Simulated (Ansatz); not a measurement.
## FePt: a changed input and its effect

System: FePt (P4/mmm, 2 atoms in the cell).
Method of run 1: Kohn-Sham DFT of a periodic cell, RPBE with D3(BJ), all-electron LAPW, scalar-relativistic, spin-polarised (Ansatz 0.2.0).

The structure derives from an entry of the Crystallography Open Database. Text and figures count atoms from 1; the logs count them from 0 in places.

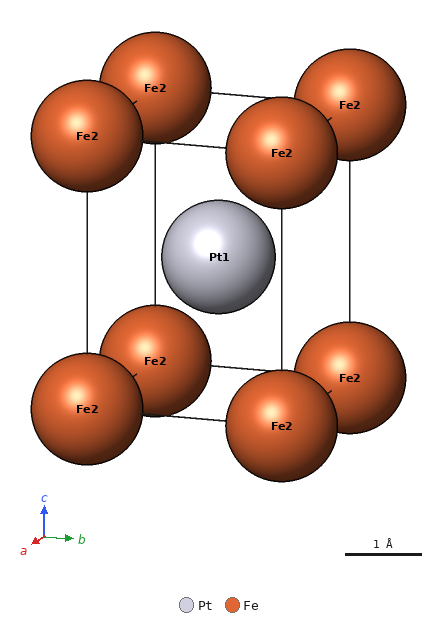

The input geometry (spheres-only view of the cell of the calculation, seen slightly off an axis; atoms are numbered from 1 in the order of the input). An atom can appear more than once, as a periodic image.

**Input file, run 1**
```yaml
crystal:
  lattice:
    - [2.7235, 0.0, 0.0]
    - [0.0, 2.7235, 0.0]
    - [0.0, 0.0, 3.72]
  atoms:
    - { symbol: Pt, position: [0.5, 0.5, 0.5] }
    - { symbol: Fe, position: [0.0, 0.0, 0.0], spin: 3.0 }
kpoints:
  mp_grid: { grid: [10, 10, 7] }
scf:
  occupations: { method: fermi_dirac, width: 0.05 }
hamiltonian:
  xc: rpbe
  dispersion: d3bj
  pseudopotentials: { kind: all_electron, lapw: { basis_error: 0.001 } }
magnetization:
  spin_polarized: true
output:
  forces: true
  stress: true
relax:
  f_tol: 0.005
  max_steps: 60
  cell: {}
```

Launched with:
```bash
ansatz run input.yaml --threads 2 --pin off --max-ram 6144MiB --backend cpu --events-out ev --progress --plain --runs-dir out
```

Hardware: 2 threads of Arm Neoverse V2, 24 GiB of memory available, shared host.

**Output, shortened to warnings, some set-up lines, iterations and results (run 1)**
```
Basis set: ecut = 303.30675965928685 eV, 335 PW (Γ), exchange–correlation at level 2
Symmetry: 16 space group operations
k-points: 84 of 700
Initial density: superposition of atomic densities (chi_scale 0.1, normalization cell)
[...]
SCF iter   1: F=—  HF=-535617.356174 eV  |F-HF|=—  |Δ(HF+E_count)|=         —  Δρ=5.23e-2 (↑2.87e-2 ↓5.23e-2)  dr2=3.49e0  dr2_m=4.23e-2  M=2.790 μB ∫|m|=2.861 μB  β_m=0.30  …
SCF iter   2: F=—  HF=-535616.233857 eV  |F-HF|=—  |Δ(HF+E_count)|=    1.12e0  Δρ=1.45e-2 (↑4.94e-3 ↓1.45e-2)  dr2=5.87e-2  dr2_m=1.48e-2  M=3.139 μB ∫|m|=3.208 μB  β_m=0.29  …
SCF iter   3: F=—  HF=-535616.264469 eV  |F-HF|=—  |Δ(HF+E_count)|=         —  Δρ=1.31e-2 (↑6.78e-3 ↓1.31e-2)  dr2=9.35e-2  dr2_m=1.45e-2  M=3.229 μB ∫|m|=3.334 μB  β_m=0.29  …
SCF iter   4: F=—  HF=-535616.259965 eV  |F-HF|=—  |Δ(HF+E_count)|=         —  Δρ=1.02e-2 (↑5.38e-3 ↓1.02e-2)  dr2=5.65e-2  dr2_m=9.01e-3  M=3.245 μB ∫|m|=3.366 μB  β_m=0.61  …
SCF iter   5: F=—  HF=-535616.270720 eV  |F-HF|=—  |Δ(HF+E_count)|=         —  Δρ=2.12e-3 (↑1.36e-3 ↓2.12e-3)  dr2=5.83e-3  dr2_m=6.64e-5  M=3.294 μB ∫|m|=3.478 μB  β_m=0.64  …
[... 57 lines ...]
SCF iter   1: F=—  HF=-535616.544184 eV  |F-HF|=—  |Δ(HF+E_count)|=         —  Δρ=2.20e-6 (↑8.95e-7 ↓2.20e-6)  dr2=1.43e-9  dr2_m=3.46e-10  M=3.165 μB ∫|m|=3.311 μB  β_m=0.65 …
SCF iter   2: F=—  HF=-535616.544184 eV  |F-HF|=—  |Δ(HF+E_count)|=   5.70e-9  Δρ=9.59e-7 (↑4.61e-7 ↓9.59e-7)  dr2=1.06e-10  dr2_m=7.99e-11  M=3.165 μB ∫|m|=3.311 μB  …
SCF iter   3: F=-535616.544184 eV  HF=-535616.544184 eV  |F-HF|=1.05e-9  |Δ(HF+E_count)|=   1.98e-9  Δρ=4.53e-7 (↑2.94e-7 ↓4.53e-7)  dr2=8.53e-11  dr2_m=1.22e-11  M=3.165 μB …
SCF 6 converged in 3 iterations: F = -535616.544184 eV  dr2 = 8.53e-11
relax step   6: F+E_penalty+E_count = -535616.54418428 eV  Δ(F+E_penalty+E_count) = -2.480e-6 eV  max|allowed force component| = 5.226e-30 eV/Å  Δτ_max = 0.0000 Å  P = +0.001 …
basis re-selected at this cell: Δ(F+E_penalty+E_count) = -2.480e-6 eV, ΔP = +0.000 GPa vs the last step (what re-selecting the basis moved, after the strain that the cell walked since its last selection, with what the two solves' SCF thresholds leave and, on support functions, any second-order …
SCF converged after 3 iterations
Magnetization: 3.1650 μB (30.5825 up, 27.4175 down)
Absolute magnetization: 3.3108 μB (∫|ρ↑−ρ↓|)
Spin contamination: 0.0705 ħ² per cell (⟨S²⟩ above its minimum at these occupations)
Per-site moments (μB) at R_I (Å): [(0.4037641842408135, 1.2723769327806425), (2.817736324990374, 1.2292772859177519)]
Free energy (F): -535616.544184 eV
Harris-Foulkes:  -535616.544184 eV  (|F-HF|=1.05e-9)
Internal energy: -535616.534372 eV  (E = F + TS)
E sigma→0 (E₀):  -535616.539278 eV
Entropy (-TS):   -0.009812 eV (-4.906 meV/atom)
Fermi energy:    27.119532 eV
--- Per-component energies (eV) ---
  E_band       = -3482.953792
  E_kinetic    = 604050.858109
  E_xc         = -11239.184907
  E_electrostatic = -1128421.732680  (all electrons and nuclei)
  E_disp       = -6.474894  (pairwise vdW)
  E_smearing   = -0.009812  (= −TS)
  E_closure    = 0.000000  (closes the sum)
  E_atoms      = -535595.893533  (free atoms, spherical and without spin; not in F)
  Σ components = -535616.544184   (vs F -535616.544184, Δ=0.00e0)
  Basis errors (estimates in eV, not in F): energy 2.4e-4 per atom: plane waves 2.0e-4 (1.1e-4 summed), levels above the bands 2.0e-89, relativity 1.8e-7, radial functions 3.9e-5, core shells 1.4e-6; eigenvalues (radial functions only) 1.1e-6; not estimated: angular momenta, meshes, grids; target …
--- Forces (eV/Å), atoms counted from 1 ---
  atom   1  Pt    -0.00000000    -0.00000000    -0.00000000
  atom   2  Fe    -0.00000000     0.00000000     0.00000000
  max |Σ_I F_I| component: 8.48e-30 eV/Å
--- Stress (GPa, compression-positive) ---
        0.014327      -0.000000      -0.000000
       -0.000000       0.014327      -0.000000
       -0.000000      -0.000000      -0.026474
  P = ⅓ Tr σ = 0.0007 GPa (0.007 kbar)
--- Relaxed structure (5 steps of the walk, 5 accepted, 1 SCFs on fresh bases) ---
  F+E_penalty+E_count = -535616.54418428 eV   max|allowed force component| = 5.226e-30 eV/Å   (the final SCF, on the basis selected at the relaxed cell)
  cell:  # Å, volume = 24.6625 Å³
[...]
```

For run 2 the input was changed thus:
```diff
-  xc: rpbe
+  xc: blyp
-  f_tol: 0.005
+  f_tol: 0.01
```

Predict how the results change.

The total energies belong to different methods, so their difference says nothing on which is more stable or more accurate. The net moment of the cell goes from 3.16 to 3.22 μB. The volume per atom goes from 12.33 to 13.72 Å³. The functional changes from RPBE to BLYP. The SCF takes 37 iterations over all geometry steps against 55.

**Output, shortened to warnings, some set-up lines, iterations and results (run 2)**
```
Basis set: ecut = 302.8750451274086 eV, 335 PW (Γ), exchange–correlation at level 2
Symmetry: 16 space group operations
k-points: 84 of 700
Initial density: superposition of atomic densities (chi_scale 0.1, normalization cell)
[...]
SCF iter   1: F=—  HF=-535628.839211 eV  |F-HF|=—  |Δ(HF+E_count)|=         —  Δρ=4.88e-2 (↑2.31e-2 ↓4.88e-2)  dr2=2.84e0  dr2_m=4.96e-2  M=2.772 μB ∫|m|=2.846 μB  β_m=0.30  …
SCF iter   2: F=—  HF=-535628.055771 eV  |F-HF|=—  |Δ(HF+E_count)|=   7.83e-1  Δρ=1.19e-2 (↑5.61e-3 ↓1.19e-2)  dr2=2.97e-2  dr2_m=1.40e-2  M=3.101 μB ∫|m|=3.165 μB  β_m=0.28  …
SCF iter   3: F=—  HF=-535628.062737 eV  |F-HF|=—  |Δ(HF+E_count)|=         —  Δρ=1.12e-2 (↑5.84e-3 ↓1.12e-2)  dr2=6.29e-2  dr2_m=1.23e-2  M=3.182 μB ∫|m|=3.276 μB  β_m=0.28  …
SCF iter   4: F=—  HF=-535628.058228 eV  |F-HF|=—  |Δ(HF+E_count)|=         —  Δρ=8.66e-3 (↑4.63e-3 ↓8.66e-3)  dr2=4.14e-2  dr2_m=7.22e-3  M=3.189 μB ∫|m|=3.296 μB  β_m=0.64  …
SCF iter   5: F=—  HF=-535628.061724 eV  |F-HF|=—  |Δ(HF+E_count)|=         —  Δρ=1.33e-3 (↑1.08e-3 ↓1.33e-3)  dr2=2.03e-3  dr2_m=1.08e-5  M=3.218 μB ∫|m|=3.371 μB  β_m=0.64  …
[... 35 lines ...]
SCF iter   1: F=—  HF=-535628.061384 eV  |F-HF|=—  |Δ(HF+E_count)|=         —  Δρ=4.85e-7 (↑3.19e-7 ↓4.85e-7)  dr2=2.72e-10  dr2_m=3.99e-12  M=3.219 μB ∫|m|=3.374 μB  …
SCF iter   2: F=—  HF=-535628.061384 eV  |F-HF|=—  |Δ(HF+E_count)|=  9.31e-10  Δρ=1.95e-7 (↑1.03e-7 ↓1.95e-7)  dr2=1.57e-11  dr2_m=2.25e-12  M=3.219 μB ∫|m|=3.374 μB  …
SCF iter   3: F=-535628.061384 eV  HF=-535628.061384 eV  |F-HF|=3.84e-9  |Δ(HF+E_count)|=   2.44e-9  Δρ=1.30e-6 (↑6.29e-7 ↓1.30e-6)  dr2=1.94e-9  dr2_m=4.79e-11  M=3.219 μB …
SCF 4 converged in 3 iterations: F = -535628.061384 eV  dr2 = 1.94e-9
relax step   4: F+E_penalty+E_count = -535628.06138393 eV  Δ(F+E_penalty+E_count) = +1.274e-7 eV  max|allowed force component| = 2.308e-30 eV/Å  Δτ_max = 0.0000 Å  P = -0.007 …
basis re-selected at this cell: Δ(F+E_penalty+E_count) = +1.274e-7 eV, ΔP = +0.000 GPa vs the last step (what re-selecting the basis moved, after the strain that the cell walked since its last selection, with what the two solves' SCF thresholds leave and, on support functions, any second-order …
SCF converged after 3 iterations
Magnetization: 3.2190 μB (30.6095 up, 27.3905 down)
Absolute magnetization: 3.3741 μB (∫|ρ↑−ρ↓|)
Spin contamination: 0.0797 ħ² per cell (⟨S²⟩ above its minimum at these occupations)
Per-site moments (μB) at R_I (Å): [(0.38385497612041064, 1.318612336609407), (2.8945900718199873, 1.2739465425410317)]
Free energy (F): -535628.061384 eV
Harris-Foulkes:  -535628.061384 eV  (|F-HF|=3.84e-9)
Internal energy: -535628.050793 eV  (E = F + TS)
E sigma→0 (E₀):  -535628.056088 eV
Entropy (-TS):   -0.010591 eV (-5.296 meV/atom)
Fermi energy:    24.249888 eV
--- Per-component energies (eV) ---
  E_band       = -3626.875948
  E_kinetic    = 604073.163521
  E_xc         = -11252.343771
  E_electrostatic = -1128446.369150  (all electrons and nuclei)
  E_disp       = -2.501392  (pairwise vdW)
  E_smearing   = -0.010591  (= −TS)
  E_closure    = 0.000000  (closes the sum)
  E_atoms      = -535612.197011  (free atoms, spherical and without spin; not in F)
  Σ components = -535628.061384   (vs F -535628.061384, Δ=0.00e0)
  Basis errors (estimates in eV, not in F): energy 2.3e-4 per atom: plane waves 1.8e-4 (9.8e-5 summed), levels above the bands 3.0e-82, relativity 2.5e-7, radial functions 4.5e-5, core shells 4.9e-7; eigenvalues (radial functions only) 1.0e-6; not estimated: angular momenta, meshes, grids; target …
--- Forces (eV/Å), atoms counted from 1 ---
  atom   1  Pt     0.00000000    -0.00000000    -0.00000000
  atom   2  Fe    -0.00000000     0.00000000     0.00000000
  max |Σ_I F_I| component: 3.16e-30 eV/Å
--- Stress (GPa, compression-positive) ---
       -0.004503      -0.000000      -0.000000
       -0.000000      -0.004503      -0.000000
       -0.000000      -0.000000      -0.012317
  P = ⅓ Tr σ = -0.0071 GPa (-0.071 kbar)
--- Relaxed structure (3 steps of the walk, 3 accepted, 1 SCFs on fresh bases) ---
  F+E_penalty+E_count = -535628.06138393 eV   max|allowed force component| = 2.308e-30 eV/Å   (the final SCF, on the basis selected at the relaxed cell)
  cell:  # Å, volume = 27.4500 Å³
[...]
```

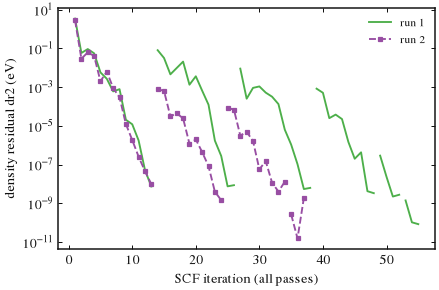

Convergence of the two runs: density residual dr2 against the SCF iteration. A break in a curve parts two SCF passes. Run 1 takes 55 iterations in all, and run 2 takes 37.

**The two runs side by side**

```tsv
quantity	run 1	run 2
outcome	converged	converged
free energy per atom (eV)	−267808.2721	−267814.0307
energy per atom, smearing taken to zero (eV)	−267808.2696	−267814.0280
net moment of the cell (μB)	3.16	3.22
absolute moment of the cell (μB)	3.31	3.37
pressure (GPa)	0.00	−0.01
volume per atom (Å³)	12.33	13.72
largest force (eV/Å)	0.000	0.000
SCF iterations	55	37
irreducible k-points	84	84
```

For both runs: Spin–orbit coupling is left out, which matters for Pt.
